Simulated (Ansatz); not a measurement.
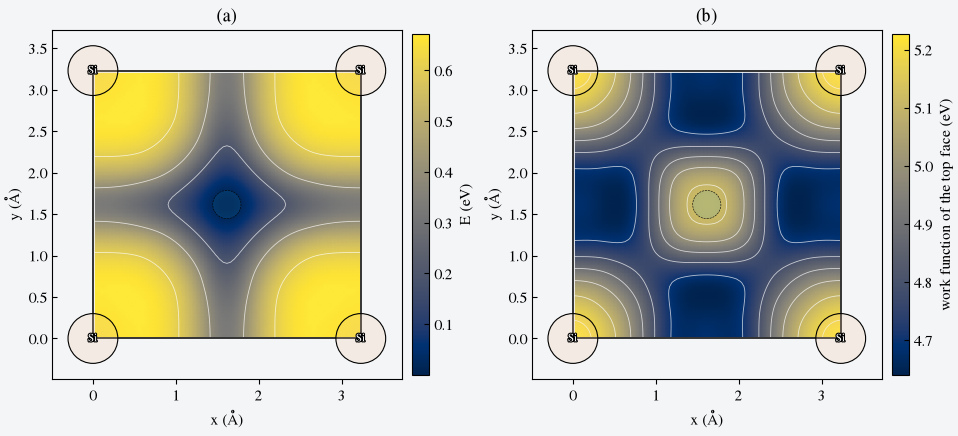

Si on a Si₂W(001) slab cut from the I4/mmm phase, its upper half relaxed before the scan (6 atoms of substrate and one adsorbate in a 1 × 1 cell). Si is moved over the surface cell; relaxed at each place: the height of the adsorbate's atoms; substrate rigid; the origin of the map has the adsorbate above Si6. Places are given modulo a cell vector. The map is drawn in real space over the plane of the surface. The grid has 8 × 8 points; 15 points were computed and 49 follow by symmetry. Energies: eV, counted from the lowest grid point. With one adsorbate in each 1 × 1 cell, its nearest image is 3.2 Å away, so neighbouring adsorbates interact. Computed with Ansatz 0.2.0, DFT PBE, scalar-relativistic, plane waves, PAW. Settings: cutoff 420 eV, k-mesh 8×8×1, gaussian smearing 0.1 eV, no spin polarisation.

Panel (a) is the energy; panel (b) is the computed work function of the top face, in eV.

In the figure: a smooth colour map with a few white contour lines, labelled circles for the atoms of the top layer and small ones for the second layer, the outline of one cell of the plane. Between grid points the surface is interpolated.

Question: How does the work function of the top face vary over the map, and what is it at the lowest grid point?

Answer: It runs from 4.65 eV at (1/8, 4/8) of the cell vectors [nearest 2 Si at 2.38 Å] to 5.23 eV at the top site over a surface Si atom, (0/8, 0/8) of the cell vectors. At the lowest grid point, a fourfold hollow over a second-layer W atom, (4/8, 4/8) of the cell vectors, it is 5.13 eV.

PAW datasets: the set soft_1.
